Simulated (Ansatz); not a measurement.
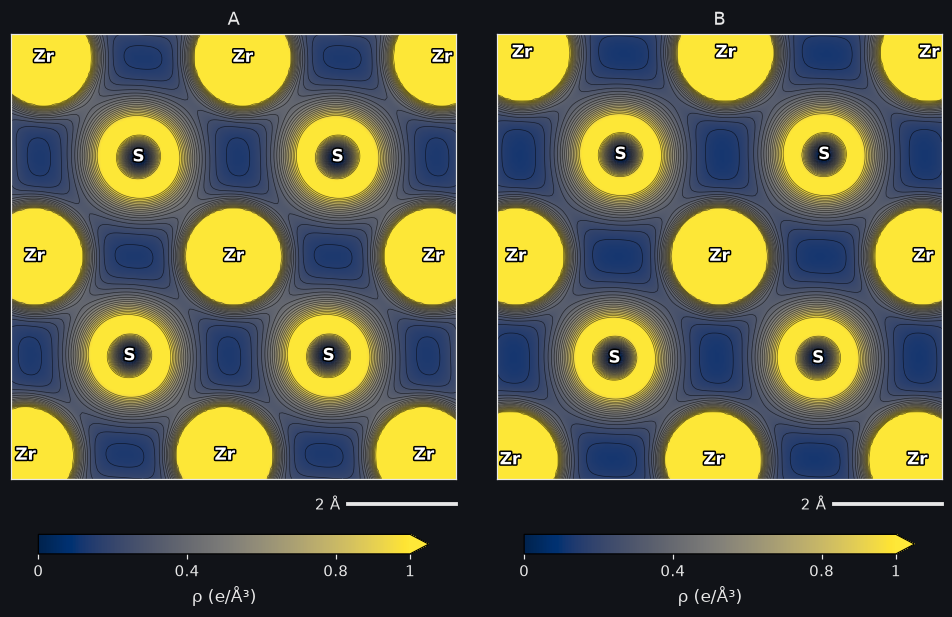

ZrS. The valence pseudo-density of two cells that differ in size and shape, on the (101) plane of each (indices in the axes of the calculation cell), at one length scale and on one colour scale; one has 17.3 and the other 18.6 Å³ an atom.

Space group I4/mmm.

Level of theory: DFT PBEsol, scalar-relativistic, plane waves, PAW (Ansatz).

In a PAW calculation such maps are meaningful between the atoms, not at the nuclei.

The larger cell:

```
Zr S
1.0
     0.00000    2.62500    2.70375
     2.62500    0.00000    2.70375
     2.62500    2.62500    0.00000
Zr S
1 1
Cartesian
  0.0000 0.0000 0.0000
  2.6250 2.6250 2.7037
```

The smaller cell: a = 3.685 Å, b = 3.685 Å, c = 3.601 Å, α = 60.76°, β = 60.76°, γ = 58.49°.

**Which is the denser cell? Describe the effect of the change.**

Panel A is the smaller cell, by 7 % in volume. From the larger cell to the smaller, Zr–S goes from 2.62 to 2.55 Å, and the density at its midpoint from 0.34 to 0.39 e/Å³; the pressure goes from −9 to 0.4 GPa.
